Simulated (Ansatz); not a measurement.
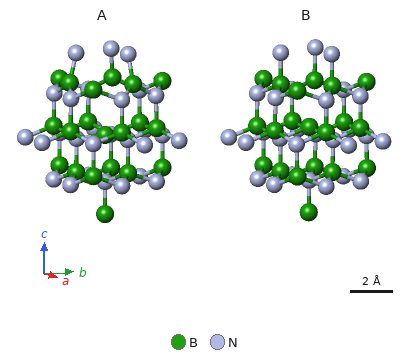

Two geometries of a defect cell of composition B$_{48}$N$_{47}$ (cell charge +3), drawn at one scale. One is the start of a relaxation, the other its converged end. A ball-and-stick model of the atoms within 4.2 Å of the atom that moves most (axes of the cell of the calculation (origin shifted)), seen slightly off an axis.

Level of theory: DFT, PBEsol, PAW, plane waves in Ansatz. Set-up: plane-wave cutoff 420 eV; k-point mesh 1 × 1 × 1; mesh shifted by (0.25, 0.25, 0.25); no spin polarisation; atoms relaxed in a fixed cell; force threshold 0.03 eV/Å; at most 80 steps.

### Which of the two is the end point?

Structure A is the relaxed one. The energy falls by 4.557 eV per cell of the calculation in 8 geometry steps. The largest force component goes from 2.8 to 0.019 eV/Å. The atom that moves furthest is a B atom (0.40 Å along −c). Largest moves by element: B 0.40 Å, N 0.07 Å. The lattice vectors keep their values. Among the contacts that change: B–N 1.602 → 1.468 Å, B–N 1.588 → 1.458 Å, B–N 1.572 → 1.465 Å, B–N 1.541 → 1.459 Å. Bond angles that change, for instance: B–N–B 108.6° → 95.9°, N–B–N 107.2° → 119.2°, N–B–N 108.4° → 119.3°. Cost: 9.8 s on 1 × NVIDIA GB300 Max-Q with 8 threads of Arm Neoverse-V2, peak memory 1.9 GiB.

Limits of the set-up: the periodic images lie only 7.6 Å apart, so the values are limited by the cell's size; the cell is charged, on a uniform background, and energies carry no finite-size correction.
